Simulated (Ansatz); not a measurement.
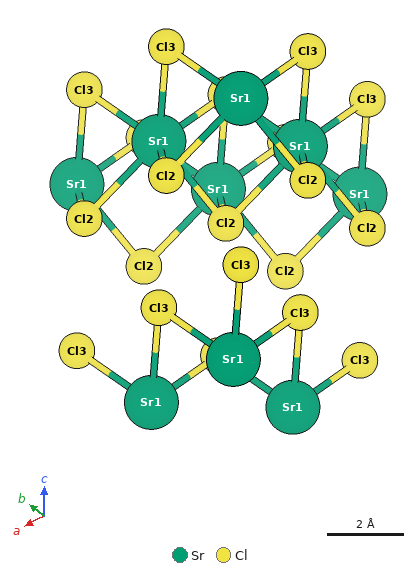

Starting structure of solid SrCl$_{2}$ (built on the 3R (MoS2) bulk type). A ball-and-stick model of the atoms within 5.8 Å of the atom that moves most (axes of the conventional cell (3 times the calculation's cell)), seen from a free direction. Lengths and directions refer to the drawn axes.

Level of theory: Ansatz 0.2.0, DFT, PBE-D3(BJ), plane waves, PAW.

Input file:
```yaml
crystal:
  lattice:
    - [1.882823895, 1.0870488826, 6.58369548]
    - [-1.882823895, 1.0870488826, 6.58369548]
    - [0.0, -2.1740977652, 6.58369548]
  atoms:
    - { symbol: Sr, position: [0.0, 0.0, 0.0] }
    - { symbol: Cl, position: [0.4264091115, 0.4264091115, 0.4264091115] }
    - { symbol: Cl, position: [0.2402575552, 0.2402575552, 0.2402575552] }
kpoints:
  mp_grid: { grid: [8, 8, 8] }
hamiltonian:
  xc: pbe
  dispersion: d3bj
scf:
  occupations: { method: fermi_dirac, width: 0.02 }
relax:
  f_tol: 0.005
  cell: {}
```

Command:
```bash
ansatz run input.yaml --threads 2 --pin off --max-ram 2211MiB --backend cpu --events-out ev --progress --plain --runs-dir out
```

### What does the optimiser find from here?

Over 5 accepted moves (6 points after the start) the energy falls by 0.405 eV per cell of the calculation. The largest force component goes from 0.44 to 0.0017 eV/Å. The pressure goes from 3.34 to 0.03 GPa. At 1 point the geometry stayed and the basis and grid were re-selected for the new cell (energy shift of 1.3 meV per cell of the calculation at most each time). Cl2 moves most relative to the cell: 0.069 Å along +c. Largest moves by element: Cl 0.069 Å, Sr 0.003 Å. The drawn cell changes as follows: a = b 3.766 → 4.176 Å (+10.9 %), c 19.751 → 18.413 Å (−6.8 %); the volume changes by +14.6 %. Some distances before and after: Sr1–Cl2 2.847 → 2.917 Å. Bond angles that change, for instance: Cl2–Sr1–Cl3 80.4° → 68.7°, Cl2–Sr1–Cl2 82.8° → 91.4°, Sr1–Cl3–Sr1 82.8° → 91.2°. The space group stays R3m (No. 160).

Step by step:

| step | E − E(0), meV/atom | largest force component, eV/Å | pressure, GPa | volume, Å³/atom | note |
| --- | --- | --- | --- | --- | --- |
| 0 | 0.00 | 0.4426 | 3.34 | 26.950 |  |
| 1 | -97.41 | 0.0907 | 2.54 | 29.135 |  |
| 2 | -132.61 | 0.0401 | 0.15 | 31.072 |  |
| 3 | -134.35 | 0.0094 | -0.04 | 31.201 |  |
| 4 | -134.55 | 0.0053 | -0.06 | 31.072 |  |
| 5 | -134.61 | 0.0017 | 0.01 | 30.897 |  |
| 6 | -135.04 | 0.0017 | 0.03 | 30.897 | same geometry, new basis |

Final geometry:

```xyz
3
Lattice="2.0879 1.2055 6.1377 -2.0879 1.2055 6.1377 0.0000 -2.4109 6.1377" Properties=species:S:1:pos:R:3 pbc="T T T"
Sr    0.0000    0.0000    0.0030
Cl    0.0000    0.0000    7.7825
Cl    0.0000    0.0000    4.4899
```

After the run, drawn alike:

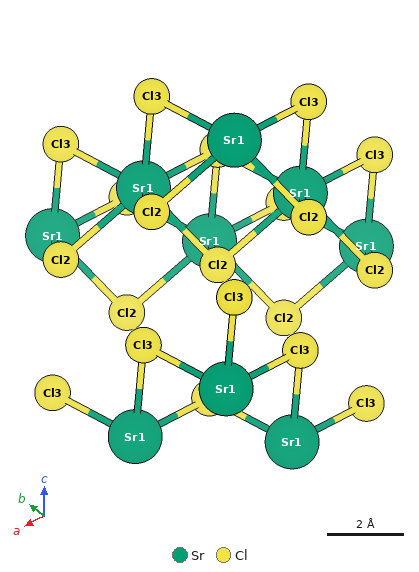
